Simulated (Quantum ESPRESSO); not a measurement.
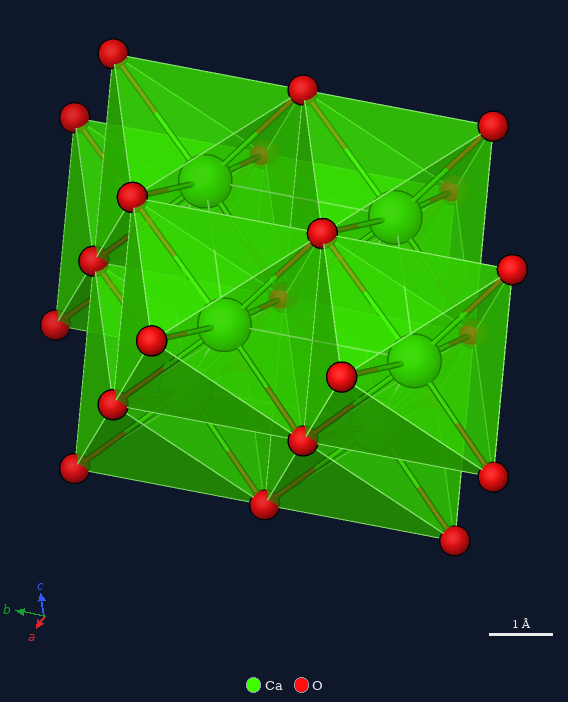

**Figure 1.** The starting structure (polyhedral view of the cell of the calculation, seen at an oblique angle; polyhedra are completed across the faces of the cell).

# Geometry relaxation of CaO

The run: geometry relaxation of CaO (2 atoms in the cell). Method and program: Kohn-Sham DFT of a periodic cell, rPW86PBE with rVV10, SSSP 1.3 efficiency PBE, no spin polarisation (Quantum ESPRESSO 7.5).

The structure derives from a Materials Project entry.

What the program printed:
```
Step          Energy          fmax
BFGS:    0    -1596.776317        0.536631
BFGS:    1    -1596.784026        0.469583
BFGS:    2    -1596.812229        0.072522
BFGS:    3    -1596.812985        0.013555
converged True
energy -1596.81298504 eV
forces (eV/A)
[[ 0.003539  0.000229  0.013083]
 [-0.003539 -0.000229 -0.013083]]
stress (eV/A^3, Voigt)
[-6.69429e-03 -6.68970e-03 -6.70622e-03  0.00000e+00  9.20000e-07
 -0.00000e+00]
Fermi level 9.5734 eV
```

Trajectory as extended XYZ (Å, eV, eV/Å), 4 frames, from step=0 to step=3:
```
2
Lattice="0.0000 2.4036 2.4036 2.4036 0.0000 2.4036 2.4036 2.4036 0.0000" Properties=species:S:1:pos:R:3:forces:R:3 step=0 energy=-1596.77632
Ca   -0.0204   -0.0252   -0.0024    0.5210   0.0020   0.1286
O     2.5216    2.3790    2.4409   -0.5210  -0.0020  -0.1286
2
Lattice="0.0000 2.4036 2.4036 2.4036 0.0000 2.4036 2.4036 2.4036 0.0000" Properties=species:S:1:pos:R:3:forces:R:3 step=1 energy=-1596.78403
Ca   -0.0130   -0.0251   -0.0005    0.4546   0.0019   0.1176
O     2.5141    2.3790    2.4391   -0.4546  -0.0019  -0.1176
2
Lattice="0.0000 2.4036 2.4036 2.4036 0.0000 2.4036 2.4036 2.4036 0.0000" Properties=species:S:1:pos:R:3:forces:R:3 step=2 energy=-1596.81223
Ca    0.0390   -0.0249    0.0129    0.0657   0.0005   0.0307
O     2.4621    2.3788    2.4257   -0.0657  -0.0005  -0.0307
2
Lattice="0.0000 2.4036 2.4036 2.4036 0.0000 2.4036 2.4036 2.4036 0.0000" Properties=species:S:1:pos:R:3:forces:R:3 step=3 energy=-1596.81299
Ca    0.0483   -0.0249    0.0156    0.0035   0.0002   0.0131
O     2.4529    2.3787    2.4230   -0.0035  -0.0002  -0.0131
```

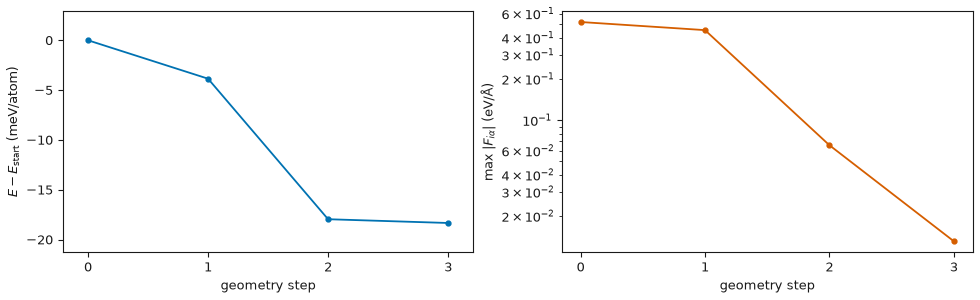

**Figure 2.** Progress of the relaxation, step by step (steps are counted from 0).

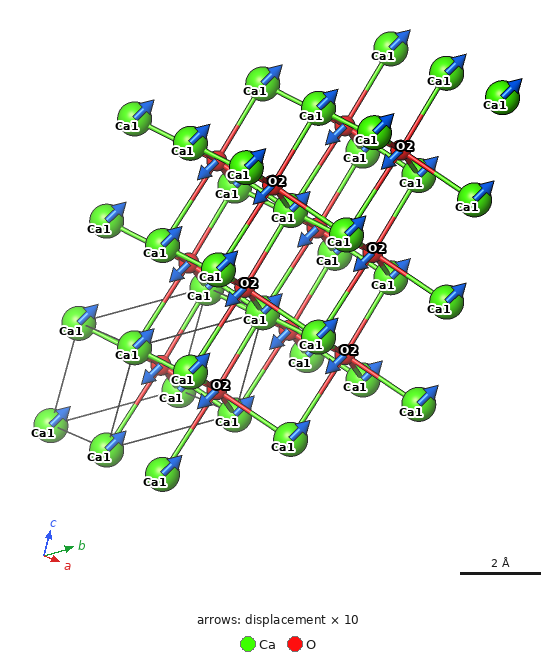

**Figure 3.** The starting structure with the displacements as blue arrows, magnified 10 times (ball-and-stick view of the cell of the calculation, repeated 2 × 2 × 3, seen slightly off an axis). The largest moves, 0.071 Å, are those of Ca1 and O2. By element the largest moves are Ca 0.071 Å, O 0.071 Å. The cell stays as it was. Distances before and after: Ca1–O2 2.542 → 2.405 Å. Among the angles that change: Ca1–O2–Ca1 173.4° → 179.9°, O2–Ca1–O2 173.4° → 179.9°, O2–Ca1–O2 94.4° → 90.1°. The space group (tolerance 0.01 Å) goes from Cm (No. 8) to Fm-3m (No. 225). Over 3 geometry steps the energy falls by 18.3 meV per atom. Largest force component: 0.52 eV/Å at the start, 0.013 eV/Å at the end. (Atoms are counted from 1 in the order of the input.)

This output came from the following input.

The input:
```python
import numpy as np
from ase.calculators.espresso import Espresso, EspressoProfile
from ase import Atoms

atoms = Atoms(['Ca', 'O'],
              cell=[[0.0, 2.403555696, 2.403555696], [2.403555696, 0.0, 2.403555696], [2.403555696, 2.403555696, 0.0]],
              scaled_positions=[[-0.001472, 0.000494, -0.009001], [0.478123, 0.537434, 0.511669]],
              pbc=True)

input_data = {
    'control': {'calculation': 'scf', 'prefix': 'pwscf', 'outdir': './tmp', 'tprnfor': True, 'tstress': True, 'disk_io': 'low'},
    'system': {'ecutwfc': 55.0, 'ecutrho': 440.0, 'nbnd': 14, 'input_dft': 'rvv10', 'occupations': 'smearing', 'smearing': 'mp', 'degauss': 0.01469973},
    'electrons': {'conv_thr': 4e-10, 'electron_maxstep': 120, 'mixing_beta': 0.5},
}
pseudopotentials = {'O': 'O.pbe-n-kjpaw_psl.0.1.UPF', 'Ca': 'Ca_pbe_v1.uspp.F.UPF'}
profile = EspressoProfile(command='pw.x', pseudo_dir='pseudo')
dft = Espresso(profile=profile, input_data=input_data, pseudopotentials=pseudopotentials, kpts=(7, 7, 7), koffset=(0, 0, 0))
atoms.calc = dft

from ase.optimize import BFGS
done = BFGS(atoms, trajectory='opt.traj').run(fmax=0.02, steps=30)
print('converged', done)
print(f'energy {atoms.get_potential_energy():.8f} eV')
print('forces (eV/A)')
print(np.round(atoms.get_forces(), 6))
print('stress (eV/A^3, Voigt)')
print(np.round(atoms.get_stress(), 8))
print(f'Fermi level {dft.get_fermi_level():.4f} eV')
```

Run as:
```bash
OMP_NUM_THREADS=1 python run.py
```

Summary:

| quantity | value |
| --- | --- |
| outcome | converged |
| space group (tolerance 0.01 Å) | Cm (8) → Fm-3m (225) |
| electrons treated | 16 |
| free energy | −1596.8131 eV |
| Fermi energy | 9.573 eV |
| gap on the k-point mesh | 3.68 eV |
| pressure | 1.07 GPa |
| final volume | 27.77 Å³ |
| largest force (length of the vector) at the end | 0.014 eV/Å |
| final cell | a = 3.399 Å, b = 3.399 Å, c = 3.399 Å, α = 60.00°, β = 60.00°, γ = 60.00° |
| hardware | 1 thread of Intel Xeon @ 2.60GHz (Ice Lake), 24 GiB of memory available, shared host |
| wall time | 2.2 min |
| peak memory | 0.19 GiB |

Further notes kept with the run: potentials made for another functional. Points of doubt noted for this run: potentials made for another functional.
